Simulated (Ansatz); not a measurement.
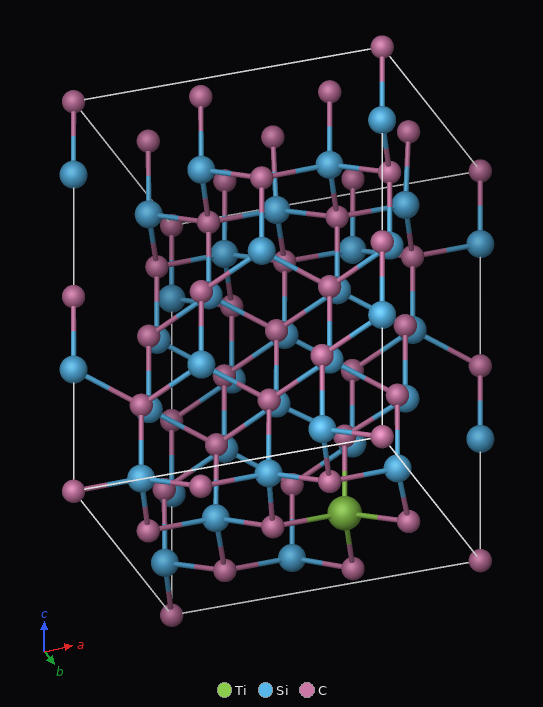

Structure drawing (ball-and-stick), viewed from a general direction. The outline marks the simulation cell. Cell: a = 8.186 Å, b = 8.186 Å, c = 10.129 Å, α = 90.00°, β = 90.00°, γ = 98.21°.

Describe the crystal.

It has the composition TiSi₃₁C₃₂. It belongs to space group Cm (No. 8) and has a base-centred monoclinic lattice. The cell has 64 atoms, namely 1 Ti, 31 Si, 32 C. Ti is coordinated by four C in a tetrahedral arrangement at about 2.0 Å. The neighbours of Si are four C in a tetrahedral arrangement at about 1.9 Å. With all contacts inside bonding distance counted, the coordination numbers are C 4. The bonds build a three-dimensional framework.

It goes back to a structure listed in the Materials Project, repeated into a supercell with a point defect put in. The atoms were relaxed in a fixed cell with DFT PBE, scalar-relativistic, plane waves, PAW (Ansatz 0.2.0).
